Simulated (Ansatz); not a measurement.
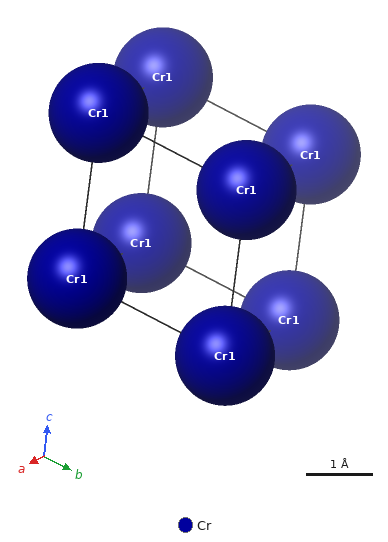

**Figure 1.** The input geometry of run 1 (spheres-only view of the cell of the calculation, seen slightly off an axis; atoms are numbered from 1 in the order of the input). An atom can appear more than once, as a periodic image.

## Two runs on Cr

System: Cr (1 atom in the cell).
Method of run 1: Kohn-Sham DFT of a periodic cell, PBE with D4, all-electron LAPW, scalar-relativistic, spin-polarised (Ansatz 0.2.0).

The structure derives from a Materials Project entry. Text and figures count atoms from 1; the logs count them from 0 in places.

Input file, run 1:
```yaml
crystal:
  lattice:
    - [-1.4844496776, 1.4844496776, 1.4844496776]
    - [1.4844496776, -1.4844496776, 1.4844496776]
    - [1.4844496776, 1.4844496776, -1.4844496776]
  atoms:
    - { symbol: Cr, position: [0.0, 0.0, 0.0], spin: 3.0 }
kpoints:
  mp_grid: { grid: [12, 12, 12] }
scf:
  occupations: { method: fermi_dirac, width: 0.05 }
hamiltonian:
  xc: pbe
  dispersion: d4
  pseudopotentials: { kind: all_electron, lapw: { basis_error: 0.001 } }
magnetization:
  spin_polarized: true
output:
  forces: true
  stress: true
relax:
  f_tol: 0.01
  max_steps: 60
  cell: {}
```

Launched with:
```bash
ansatz run input.yaml --threads 2 --pin off --max-ram 6144MiB --backend cpu --events-out ev --progress --plain --runs-dir out
```

Hardware: 2 threads of AMD EPYC (Zen 5), 16 GiB of memory available, shared host.

Output, shortened to warnings, some set-up lines, iterations and results (run 1):
```
WARN: the starting moments were not kept: the SCF closed with an absolute magnetisation of 1.0e-7 μB, where they sum to 3 μB in size (1 site). That is at most 0.1 of that sum. Measured as dr2_m measures the in/out step, that magnetisation stands 9.1e-16 eV from none, at or under the dr2_threshold of 1.0e-7 eV: it is no larger than a step whose dr2_m would equal this threshold. The system may hold …
Basis set: ecut = 297.82094937098077 eV, 141 PW (Γ), exchange–correlation at level 2
Symmetry: 48 space group operations
k-points: 72 of 1728
Initial density: superposition of atomic densities (chi_scale 0.1, normalization cell)
[...]
SCF iter   1: F=—  HF=-28594.163289 eV  |F-HF|=—  |Δ(HF+E_count)|=         —  Δρ=5.41e-2 (↑5.41e-2 ↓3.77e-2)  dr2=2.13e-1  dr2_m=1.81e-1  M=2.061 μB ∫|m|=2.062 μB  β_m=0.30  …
SCF iter   2: F=—  HF=-28596.343601 eV  |F-HF|=—  |Δ(HF+E_count)|=         —  Δρ=1.19e-1 (↑1.19e-1 ↓1.10e-1)  dr2=2.91e-2  dr2_m=1.56e0  M=0.132 μB ∫|m|=0.136 μB  β_m=1.00  …
SCF iter   3: F=—  HF=-28595.992270 eV  |F-HF|=—  |Δ(HF+E_count)|=   3.51e-1  Δρ=6.72e-3 (↑6.72e-3 ↓6.24e-3)  dr2=8.02e-3  dr2_m=2.04e-3  M=0.025 μB ∫|m|=0.030 μB  β_m=0.30  …
SCF iter   4: F=—  HF=-28596.025746 eV  |F-HF|=—  |Δ(HF+E_count)|=         —  Δρ=4.66e-3 (↑4.66e-3 ↓4.43e-3)  dr2=3.57e-3  dr2_m=1.14e-3  M=0.020 μB ∫|m|=0.024 μB  β_m=0.59  …
SCF iter   5: F=—  HF=-28596.059920 eV  |F-HF|=—  |Δ(HF+E_count)|=   3.42e-2  Δρ=1.24e-3 (↑1.10e-3 ↓1.24e-3)  dr2=2.86e-4  dr2_m=5.55e-5  M=0.006 μB ∫|m|=0.008 μB  β_m=0.51  …
[... 20 lines ...]
SCF iter   1: F=—  HF=-28596.252072 eV  |F-HF|=—  |Δ(HF+E_count)|=         —  Δρ=1.91e-6 (↑1.91e-6 ↓1.91e-6)  dr2=9.20e-10  dr2_m=1.33e-15  M=-0.000 μB ∫|m|=0.000 μB  …
SCF iter   2: F=—  HF=-28596.252072 eV  |F-HF|=—  |Δ(HF+E_count)|=   8.99e-9  Δρ=2.50e-7 (↑2.50e-7 ↓2.49e-7)  dr2=1.34e-11  dr2_m=3.05e-16  M=-0.000 μB ∫|m|=0.000 μB  …
SCF iter   3: F=-28596.252072 eV  HF=-28596.252072 eV  |F-HF|=2.33e-10  |Δ(HF+E_count)|=  8.73e-11  Δρ=1.03e-6 (↑1.03e-6 ↓1.03e-6)  dr2=2.73e-10  dr2_m=2.07e-16  M=-0.000 μB …
SCF 4 converged in 3 iterations: F = -28596.252072 eV  dr2 = 2.73e-10
relax step   4: F+E_penalty+E_count = -28596.25207226 eV  Δ(F+E_penalty+E_count) = -6.453e-7 eV  max|allowed force component| = 0.000e0 eV/Å  Δτ_max = 0.0000 Å  P = -0.014 …
basis re-selected at this cell: Δ(F+E_penalty+E_count) = -6.453e-7 eV, ΔP = +0.001 GPa vs the last step (what re-selecting the basis moved, after the strain that the cell walked since its last selection, with what the two solves' SCF thresholds leave and, on support functions, any second-order …
SCF converged after 3 iterations
Magnetization: -0.0000 μB (7.0000 up, 7.0000 down)
Absolute magnetization: 0.0000 μB (∫|ρ↑−ρ↓|)
Spin contamination: 0.0000 ħ² per cell (⟨S²⟩ above its minimum at these occupations)
Per-site moments (μB) at R_I (Å): [(-1.773194924226118e-9, 1.1865022123768576)]
Free energy (F): -28596.252072 eV
Harris-Foulkes:  -28596.252072 eV  (|F-HF|=2.33e-10)
Internal energy: -28596.248333 eV  (E = F + TS)
E sigma→0 (E₀):  -28596.250203 eV
Entropy (-TS):   -0.003739 eV (-3.739 meV/atom)
Fermi energy:    20.547635 eV
--- Per-component energies (eV) ---
  E_band       = -129.081196
  E_kinetic    = 28930.076957
  E_xc         = -1328.373384
  E_electrostatic = -56197.492748  (all electrons and nuclei)
  E_disp       = -0.459158  (pairwise vdW)
  E_smearing   = -0.003739  (= −TS)
  E_closure    = 0.000000  (closes the sum)
  E_atoms      = -28586.243230  (free atoms, spherical and without spin; not in F)
  Σ components = -28596.252072   (vs F -28596.252072, Δ=0.00e0)
  Basis errors (estimates in eV, not in F): energy 2.8e-4 per atom: plane waves 2.3e-4 (1.3e-4 summed), levels above the bands 2.2e-114, relativity 1.1e-8, radial functions 4.2e-5, core shells 3.2e-7; eigenvalues (radial functions only) 1.4e-6; not estimated: angular momenta, meshes, grids; target …
--- Forces (eV/Å), atoms counted from 1 ---
  atom   1  Cr    -0.00000000    -0.00000000     0.00000000
  max |Σ_I F_I| component: 8.38e-31 eV/Å
--- Stress (GPa, compression-positive) ---
       -0.013838      -0.000000      -0.000000
       -0.000000      -0.013838      -0.000000
       -0.000000      -0.000000      -0.013838
  P = ⅓ Tr σ = -0.0138 GPa (-0.138 kbar)
--- Relaxed structure (3 steps of the walk, 3 accepted, 1 SCFs on fresh bases) ---
  F+E_penalty+E_count = -28596.25207226 eV   max|allowed force component| = 0.000e0 eV/Å   (the final SCF, on the basis selected at the relaxed cell)
  cell:  # Å, volume = 11.2709 Å³
    - [-1.412427591582625, 1.412427591582625, 1.412427591582625]
    - [1.412427591582625, -1.412427591582625, 1.412427591582625]
[...]
```

For run 2 the input was changed thus:
```diff
-  xc: pbe
+  xc: rpbe
-  f_tol: 0.01
+  f_tol: 0.005
```

What does this change do to the results?

The total energies belong to different methods, so their difference says nothing on which is more stable or more accurate. The volume per atom goes from 11.27 to 11.24 Å³. The functional changes from PBE to RPBE. The SCF takes 27 iterations over all geometry steps against 22.

Output, shortened to warnings, some set-up lines, iterations and results (run 2):
```
WARN: the starting moments were not kept: the SCF closed with an absolute magnetisation of 6.4e-7 μB, where they sum to 3 μB in size (1 site). That is at most 0.1 of that sum. Measured as dr2_m measures the in/out step, that magnetisation stands 2.6e-14 eV from none, at or under the dr2_threshold of 1.0e-7 eV: it is no larger than a step whose dr2_m would equal this threshold. The system may hold …
Basis set: ecut = 298.23227741612516 eV, 141 PW (Γ), exchange–correlation at level 2
Symmetry: 48 space group operations
k-points: 72 of 1728
Initial density: superposition of atomic densities (chi_scale 0.1, normalization cell)
[...]
SCF iter   1: F=—  HF=-28599.095524 eV  |F-HF|=—  |Δ(HF+E_count)|=         —  Δρ=5.26e-2 (↑5.26e-2 ↓3.63e-2)  dr2=2.18e-1  dr2_m=1.63e-1  M=2.109 μB ∫|m|=2.109 μB  β_m=0.30  …
SCF iter   2: F=—  HF=-28601.290328 eV  |F-HF|=—  |Δ(HF+E_count)|=         —  Δρ=1.20e-1 (↑1.20e-1 ↓1.10e-1)  dr2=3.12e-2  dr2_m=1.58e0  M=0.138 μB ∫|m|=0.143 μB  β_m=1.00  …
SCF iter   3: F=—  HF=-28600.898543 eV  |F-HF|=—  |Δ(HF+E_count)|=   3.92e-1  Δρ=6.74e-3 (↑6.74e-3 ↓6.34e-3)  dr2=7.93e-3  dr2_m=2.16e-3  M=0.027 μB ∫|m|=0.035 μB  β_m=0.30  …
SCF iter   4: F=—  HF=-28600.932575 eV  |F-HF|=—  |Δ(HF+E_count)|=         —  Δρ=4.71e-3 (↑4.71e-3 ↓4.55e-3)  dr2=3.59e-3  dr2_m=1.21e-3  M=0.022 μB ∫|m|=0.029 μB  β_m=0.60  …
SCF iter   5: F=—  HF=-28600.969535 eV  |F-HF|=—  |Δ(HF+E_count)|=   3.70e-2  Δρ=1.31e-3 (↑1.09e-3 ↓1.31e-3)  dr2=3.14e-4  dr2_m=5.49e-5  M=0.006 μB ∫|m|=0.009 μB  β_m=0.51  …
[... 27 lines ...]
SCF iter   1: F=—  HF=-28601.164826 eV  |F-HF|=—  |Δ(HF+E_count)|=         —  Δρ=1.80e-6 (↑1.80e-6 ↓1.80e-6)  dr2=8.37e-10  dr2_m=2.93e-19  M=-0.000 μB ∫|m|=0.000 μB  …
SCF iter   2: F=—  HF=-28601.164826 eV  |F-HF|=—  |Δ(HF+E_count)|=   7.12e-9  Δρ=6.67e-7 (↑6.67e-7 ↓6.67e-7)  dr2=1.16e-10  dr2_m=4.93e-20  M=-0.000 μB ∫|m|=0.000 μB  …
SCF iter   3: F=-28601.164826 eV  HF=-28601.164826 eV  |F-HF|=7.28e-12  |Δ(HF+E_count)|=  2.40e-10  Δρ=2.81e-8 (↑2.81e-8 ↓2.81e-8)  dr2=2.00e-13  dr2_m=4.01e-22  M=-0.000 μB …
SCF 5 converged in 3 iterations: F = -28601.164826 eV  dr2 = 2.00e-13
relax step   5: F+E_penalty+E_count = -28601.16482588 eV  Δ(F+E_penalty+E_count) = +4.436e-7 eV  max|allowed force component| = 0.000e0 eV/Å  Δτ_max = 0.0000 Å  P = +0.000 …
basis re-selected at this cell: Δ(F+E_penalty+E_count) = +4.436e-7 eV, ΔP = -0.000 GPa vs the last step (what re-selecting the basis moved, after the strain that the cell walked since its last selection, with what the two solves' SCF thresholds leave and, on support functions, any second-order …
SCF converged after 3 iterations
Magnetization: -0.0000 μB (7.0000 up, 7.0000 down)
Absolute magnetization: 0.0000 μB (∫|ρ↑−ρ↓|)
Spin contamination: 0.0000 ħ² per cell (⟨S²⟩ above its minimum at these occupations)
Per-site moments (μB) at R_I (Å): [(-8.22275580958376e-12, 1.1854539887127504)]
Free energy (F): -28601.164826 eV
Harris-Foulkes:  -28601.164826 eV  (|F-HF|=7.28e-12)
Internal energy: -28601.161105 eV  (E = F + TS)
E sigma→0 (E₀):  -28601.162966 eV
Entropy (-TS):   -0.003720 eV (-3.720 meV/atom)
Fermi energy:    20.716091 eV
--- Per-component energies (eV) ---
  E_band       = -127.486032
  E_kinetic    = 28935.995323
  E_xc         = -1333.055665
  E_electrostatic = -56203.211479  (all electrons and nuclei)
  E_disp       = -0.889284  (pairwise vdW)
  E_smearing   = -0.003720  (= −TS)
  E_closure    = 0.000000  (closes the sum)
  E_atoms      = -28591.266337  (free atoms, spherical and without spin; not in F)
  Σ components = -28601.164826   (vs F -28601.164826, Δ=0.00e0)
  Basis errors (estimates in eV, not in F): energy 2.7e-4 per atom: plane waves 2.3e-4 (1.2e-4 summed), levels above the bands 3.4e-115, relativity 7.5e-9, radial functions 3.9e-5, core shells 3.3e-7; eigenvalues (radial functions only) 1.4e-6; not estimated: angular momenta, meshes, grids; target …
--- Forces (eV/Å), atoms counted from 1 ---
  atom   1  Cr    -0.00000000     0.00000000     0.00000000
  max |Σ_I F_I| component: 1.84e-30 eV/Å
--- Stress (GPa, compression-positive) ---
        0.000102      -0.000000       0.000000
       -0.000000       0.000102      -0.000000
        0.000000      -0.000000       0.000102
  P = ⅓ Tr σ = 0.0001 GPa (0.001 kbar)
--- Relaxed structure (4 steps of the walk, 4 accepted, 1 SCFs on fresh bases) ---
  F+E_penalty+E_count = -28601.16482588 eV   max|allowed force component| = 0.000e0 eV/Å   (the final SCF, on the basis selected at the relaxed cell)
  cell:  # Å, volume = 11.2411 Å³
    - [-1.4111797725647612, 1.4111797725647615, 1.4111797725647612]
    - [1.4111797725647612, -1.4111797725647615, 1.4111797725647612]
[...]
```

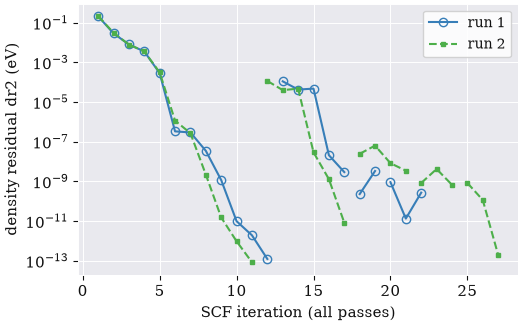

**Figure 2.** Convergence of the two runs: density residual dr2 against the SCF iteration. A break in a curve parts two SCF passes. Run 1 takes 22 iterations in all, and run 2 takes 27.

The two runs side by side:

| quantity | run 1 | run 2 |
| --- | --- | --- |
| outcome | converged | converged |
| free energy per atom (eV) | −28596.2521 | −28601.1648 |
| energy per atom, smearing taken to zero (eV) | −28596.2502 | −28601.1630 |
| net moment of the cell (μB) | 0.00 | 0.00 |
| absolute moment of the cell (μB) | 0.00 | 0.00 |
| pressure (GPa) | −0.01 | 0.00 |
| volume per atom (Å³) | 11.27 | 11.24 |
| largest force (eV/Å) | 0.000 | 0.000 |
| SCF iterations | 22 | 27 |
| irreducible k-points | 72 | 72 |
| wall time (shared host) | 6.9 s | 7.6 s |

For both runs: Warnings: some starting moments were not kept.
